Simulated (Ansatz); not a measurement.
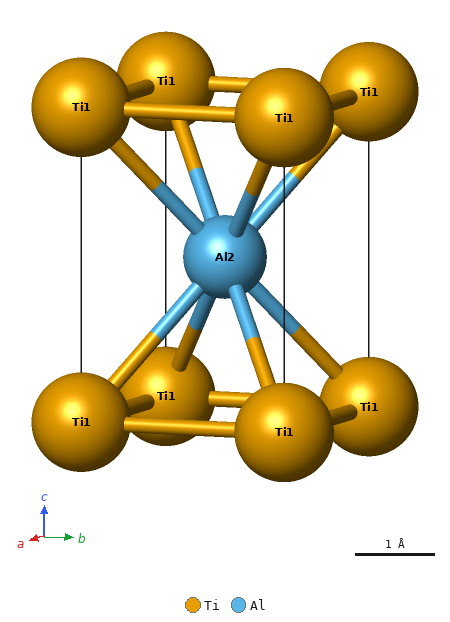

The structure as given in the input (ball-and-stick view of the cell of the calculation, seen slightly off an axis; atoms are numbered from 1 in the order of the input). An atom can appear more than once, as a periodic image. Near neighbours in the periodic cell (some may lie outside the picture): Ti has 8 Al at 2.85 Å and 4 Ti at 2.80 to 2.87 Å; Al has 4 Al at 2.80 to 2.87 Å and 8 Ti at 2.85 Å.

Run report: TiAl, single-point calculation

- system: TiAl (Pmmm, 2 atoms in the cell)
- method: DFT r2SCAN, scalar-relativistic, plane waves, PAW, no spin polarisation (Ansatz 0.2.0)

The structure derives from an entry of the Crystallography Open Database. It belongs to a series of runs on one base structure; here: strain +0.0125 x Voigt [1, -1, 0, 0, 0, 0], atoms carried along. Figures and captions count atoms from 1; the log counts them from 0 in places.

Input file:
```yaml
crystal:
  lattice:
    - [2.87276625, 0.0, 0.0]
    - [0.0, 2.80183375, 0.0]
    - [0.0, 0.0, 4.0591]
  atoms:
    - { symbol: Ti, position: [0.0, 0.0, 0.0] }
    - { symbol: Al, position: [0.5, 0.5, 0.5] }
basis:
  ecutwfc: 500
kpoints:
  mp_grid: { grid: [16, 16, 12] }
hamiltonian:
  xc: r2scan
scf:
  occupations: { method: gaussian, width: 0.15 }
output:
  forces: true
  stress: true
  eigenvalues: true
  write_density: true
  write_potential: true
  elf: true
  volumetric_format: npy
```

Run on 1 thread of Intel Xeon @ 2.50GHz (Skylake/Cascade Lake), 189 GiB of memory available, shared host.

Run as:
```bash
ansatz run input.yaml --threads 1 --pin off --max-ram 2560MiB --backend cpu --events-out ev --progress --plain --runs-dir out
```

The program's output:
```
Engine: ansatz 0.2.0, x86_64-unknown-linux-gnu
Pseudopotentials: kind: paw
Pseudopotential: Ti, paw, valence charge 12, recommended cutoff 500 eV (meta_gga), Ti.paw.azcp
Pseudopotential: Al, paw, valence charge 3, recommended cutoff 500 eV (meta_gga), Al.paw.azcp
Functional definition: r2SCAN
  parameter k0 = 0.174
  parameter k1 = 0.065
  parameter a1 = 4.9479
  exchange = r2scan_x(k0 = k0, k1 = k1, a1 = a1)
  correlation = r2scan_c
Crystal: 2 atoms, lattice volume = 32.672 Å³
Basis set: ecut = 500 eV, 823 PW (Γ), exchange–correlation on 96×96×120 points (64 copies of the dense FFT grid, shifted against one another)
Bands: 12, of which v1, the nominal top of the filled ones, is band 8 counted from 1 (7 counted from 0)
Symmetry: 8 space group operations
Space group: Pmmm (ITA 47), of the structure as read, at distance tolerance 3.2e-5 Å
k-points: 567 of 3072
Non-local potential: Ti, projectors of the file, l = 0: 3, l = 1: 2, l = 2: 3, l = 3: 1
Non-local potential: Al, projectors of the file, l = 0: 2, l = 1: 2, l = 2: 1
PAW form: soft (Blöchl's): semilocal exchange-correlation on the pseudo side does not see the compensation charge
PAW frozen core: Ti, regenerated for the run's functional (the file was generated under x = pbe(κ = 0.804, μ = 0.2195149727645171), c = pbe(β = 0.06672455060314922))
PAW frozen core: Al, regenerated for the run's functional (the file was generated under x = pbe(κ = 0.804, μ = 0.2195149727645171), c = pbe(β = 0.06672455060314922))
PAW one-centre angular grid: Ti, 590 points (default); XC on 160 Gauss nodes
PAW one-centre angular grid: Al, 302 points (default); XC on 160 Gauss nodes
Initial density: superposition of atomic densities (neutral atoms: chi_scale 0, normalization atom), corrected by the library's trained network
Initial wavefunctions: pseudopotential atomic-orbital guess
Functional: x = r2scan, c = r2scan; τ floored in thin density (d = 2e-4 eV/Å³)
SCF iter   1: F=—  HF=-3045.657450 eV  |F-HF|=—  |Δ(HF+E_count)|=         —  Δρ=1.18e-2  dr2=4.04e-2  dr2_τ=1.80e-2  ethr=1.77e-3  ⟨swp⟩=4.9  Hψ=34211  notcnv=0
preconditioner: auto → none  [metal: Δε(μ)=0.010 eV  Ē_g=5.725 eV  σ=0.150 eV  W_gap=0.04  n_scr=6 (ndim 8)  ℏωp=17.2 eV  f_vac=0.000  D(μ)=1.59/eV (n_scr^D=14)  sad-step TF]
SCF iter   2: F=—  HF=-3045.685750 eV  |F-HF|=—  |Δ(HF+E_count)|=   2.83e-2  Δρ=3.95e-3  dr2=3.47e-3  dr2_τ=6.42e-4  ethr=2.69e-4  ⟨swp⟩=2.7  Hψ=17328  notcnv=0  defer=62
SCF iter   3: F=—  HF=-3045.686115 eV  |F-HF|=—  |Δ(HF+E_count)|=   3.66e-4  Δρ=1.87e-3  dr2=8.22e-4  dr2_τ=4.42e-5  ethr=2.31e-5  ⟨swp⟩=2.3  Hψ=8641  notcnv=0  defer=62
SCF iter   4: F=—  HF=-3045.686424 eV  |F-HF|=—  |Δ(HF+E_count)|=   3.09e-4  Δρ=8.19e-4  dr2=2.26e-4  dr2_τ=1.81e-5  ethr=5.48e-6  ⟨swp⟩=2.8  Hψ=10401  notcnv=0  defer=62
SCF iter   5: F=—  HF=-3045.686432 eV  |F-HF|=—  |Δ(HF+E_count)|=   7.09e-6  Δρ=1.67e-4  dr2=3.67e-6  dr2_τ=3.64e-7  ethr=1.51e-6  ⟨swp⟩=2.2  Hψ=8175  notcnv=0  defer=62
SCF iter   6: F=—  HF=-3045.686433 eV  |F-HF|=—  |Δ(HF+E_count)|=   1.42e-6  Δρ=1.68e-5  dr2=5.13e-8  dr2_τ=2.46e-9  ethr=6.67e-10  ⟨swp⟩=5.9  Hψ=37106  notcnv=0
SCF iter   7: F=-3045.686433 eV  HF=-3045.686433 eV  |F-HF|=1.14e-9  |Δ(HF+E_count)|=   1.25e-8  Δρ=4.12e-6  dr2=3.34e-9  dr2_τ=2.02e-10  ethr=3.42e-10  ⟨swp⟩=4.7  Hψ=33353  notcnv=0
SCF 1 converged in 7 iterations: F = -3045.686433 eV  dr2 = 3.34e-9
  greatest PAW one-centre occupation: 1.001 electrons in one spin orbital (limit 2), on the Ti atom at site 0 (counted from 0), in its partial waves of l = 1
SCF converged after 7 iterations
Free energy (F): -3045.686433 eV
Harris-Foulkes:  -3045.686433 eV  (|F-HF|=1.14e-9)
Internal energy: -3045.668406 eV  (E = F + TS)
E sigma→0 (E₀):  -3045.677419 eV
Entropy (-TS):   -0.018027 eV (-9.014 meV/atom)
Fermi energy:    10.893713 eV
--- Per-component energies (eV) ---
  E_band       = -180.248398
  E_kinetic    = 296.452604
  E_local      = -1075.109437  (includes V_loc(G=0)·N_el)
  E_nonlocal   = 17.783345
  E_hartree    = 459.491987
  E_xc         = -130.045871
  E_vxc        = -164.433952  (∫ρ·V_xc dr)
  E_paw        = -1530.424025  (= ΣΔE_a)
  E_vpaw       = -184.247109  (= ΣTr[D̂ρ^β])
  E_aug_tail   = 0.000090  (compensation charges beyond the density's cutoff)
  E_vtau       = 10.322558  (kinetic-family band-sum trace: ∫τ·v_τ [+ j·A + Jᵃ·Aᵃ] dr)
  E_ewald      = -1083.503535
  E_core_change = -0.313565  (= ΣΔE_core)
  E_smearing   = -0.018027  (= −TS)
  E_closure    = 0.000000  (closes the sum)
  Σ components = -3045.686433   (vs F -3045.686433, Δ=0.00e0)
--- Forces (eV/Å), atoms counted from 1 ---
  atom   1  Ti    -0.00000000     0.00000000     0.00000000
  atom   2  Al     0.00000000    -0.00000000     0.00000000
  max |Σ_I F_I| component: 3.33e-31 eV/Å
--- Stress (GPa, compression-positive) ---
       -4.027637       0.000000       0.000000
        0.000000      -0.437156       0.000000
        0.000000       0.000000      -1.464987
  P = ⅓ Tr σ = -1.9766 GPa (-19.766 kbar)
--- Band table (eV; the first three rows and the last of 567) ---
  k-point 0: bands = ["-48.1231", "-23.4732", "-23.0556", "-22.9705", "1.3323", "8.9604", "9.9363", "10.4650", "13.0943", "13.3207", "14.5093", "17.4663"]
  k-point 1: bands = ["-48.1231", "-23.4745", "-23.0556", "-22.9704", "1.3998", "8.6082", "9.9481", "10.6729", "13.0623", "13.2951", "14.5102", "17.6800"]
  k-point 2: bands = ["-48.1229", "-23.4780", "-23.0555", "-22.9703", "1.5983", "7.8680", "9.9809", "11.0205", "12.9781", "13.2271", "14.5129", "18.2625"]
  k-point 566: bands = ["-48.0078", "-23.4415", "-23.4103", "-23.3724", "8.3318", "8.4861", "8.5025", "12.9397", "13.2476", "13.5720", "15.0245", "15.1390"]
```

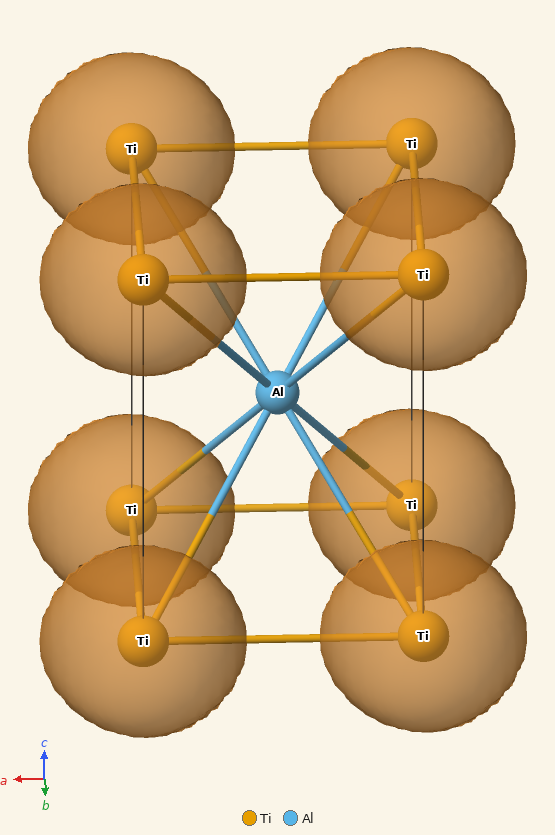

Isosurface of the valence pseudo-density at 0.4 e/Å³ (orange), seen at an oblique angle. Sticks mark near contacts. The outline is the cell set on symmetry axes. At this value the density breaks into separate islands; it holds about 60 % of the electrons treated as valence (semicore included). It is pinched off along the Ti–Ti (2.80 Å), Al–Al (2.80 Å), Ti–Al (2.85 Å) and Ti–Ti (2.87 Å) contacts. On the grid the lowest density along these lines, outside the cores, is 0.24 e/Å³ (Ti–Ti, 2.80 Å), 0.23 e/Å³ (Al–Al, 2.80 Å), 0.2 e/Å³ (Ti–Al, 2.85 Å) and 0.21 e/Å³ (Ti–Ti, 2.87 Å). Core electrons are frozen (PAW), so the fields are smoothed inside the atomic spheres.

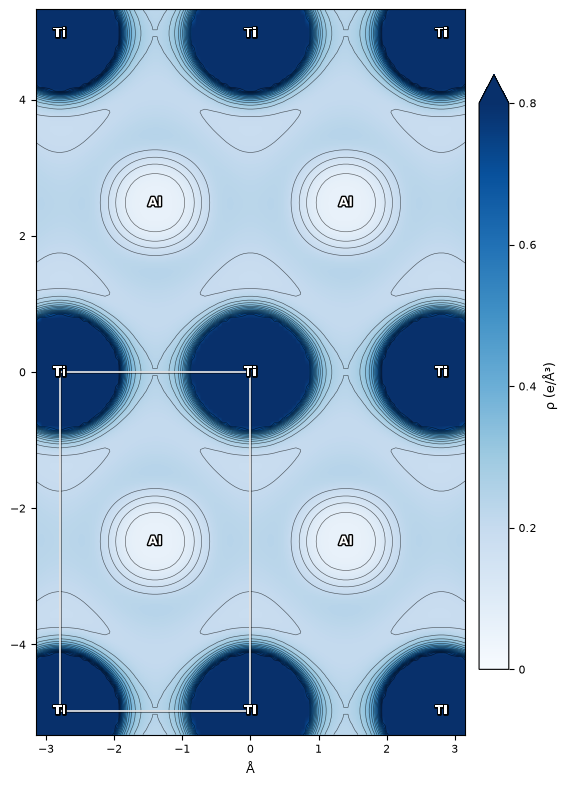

Valence pseudo-density on the (011̄) plane of the conventional cell. The section cuts through Ti and Al sites. Ti–Ti (2.80 Å): the density is about 0.24 e/Å³ at the midpoint. Al–Al (2.80 Å): ρ at the midpoint is about 0.23 e/Å³. Ti–Al (2.85 Å): the density is about 0.2 e/Å³ at the midpoint. Away from the nuclei the density in this plane falls to 0.19 e/Å³ at its lowest.

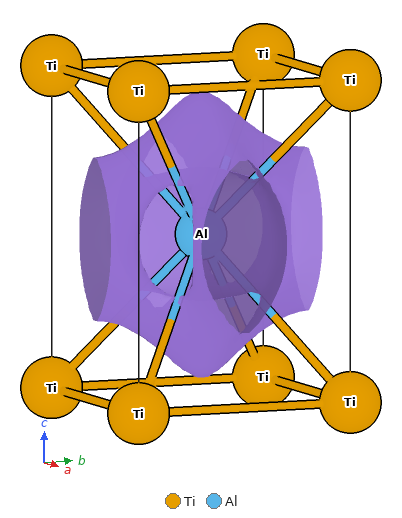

Isosurface of the electron localisation function at 0.6 (purple), seen slightly off an axis. Only the valence region is drawn (cores and ρ < 0.01 e/Å³ removed). Sticks mark near contacts. The outline is the cell set on symmetry axes. Profiles from the grid: Ti–Ti (2.80 Å): the ELF is about 0.35 at the midpoint; no shared electron pair. Al–Al (2.80 Å): the ELF peaks at about 0.70 between the atoms.

Results in brief:

| quantity | value |
| --- | --- |
| outcome | converged |
| space group (tolerance 0.01 Å) | Pmmm (47) |
| electrons treated | 15 |
| free energy | −3045.6864 eV |
| Fermi energy | 10.894 eV |
| gap on the k-point mesh | none (metallic) |
| pressure | −1.98 GPa |
| largest force (length of the vector) | under 0.001 eV/Å |
| wall time | 74 s |
| peak memory | 0.62 GiB |
